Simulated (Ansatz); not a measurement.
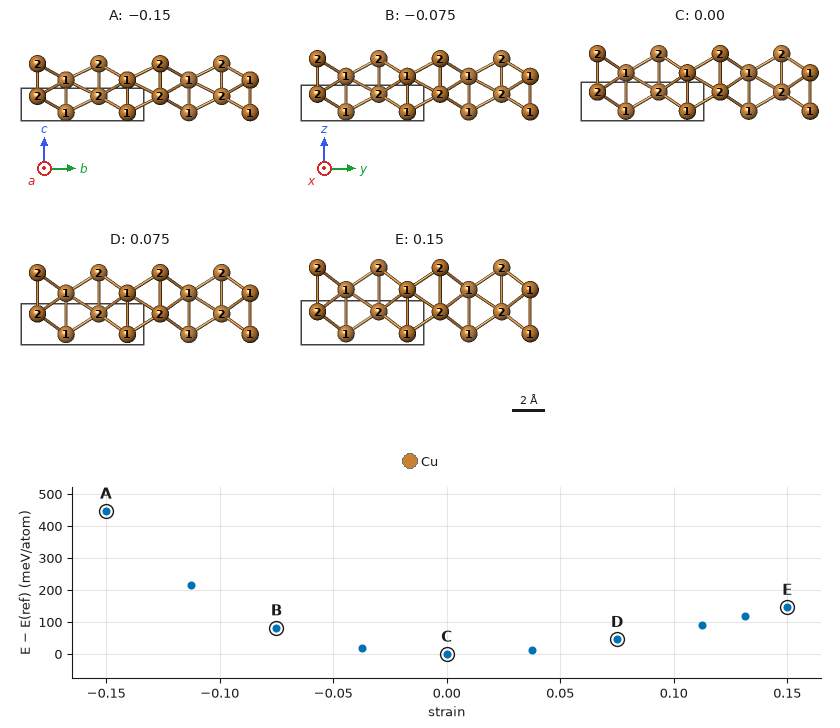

Solid Cu (Cmcm): the cell is strained along z alone, with the atoms kept at their fractional coordinates. x, y and z are the Cartesian axes of the input. The lettered frames are marked on the plot. A ball-and-stick model of the conventional cell (2 times the calculation's cell), repeated 1 × 1 × 1 with one cell outlined, repeated 2 × 2 × 2 with one cell outlined, seen along the a axis. Lengths and directions refer to the drawn axes.

Theory: DFT PBEsol, scalar-relativistic, plane waves, PAW in Ansatz 0.2.0. (plane-wave cutoff 420 eV; k-point mesh 26 × 26 × 24; occupations gaussian; smearing width 0.15 eV; no spin polarisation). Energies (free energies at the smearing named) are counted from the relaxed crystal.

### What does the scan show?

The lowest computed point lies at the strain 0.00 (0 meV/atom). The distortion keeps the space group Cmcm. At the strain −0.15 the cell of the drawing goes c 2.468 → 2.098 Å.
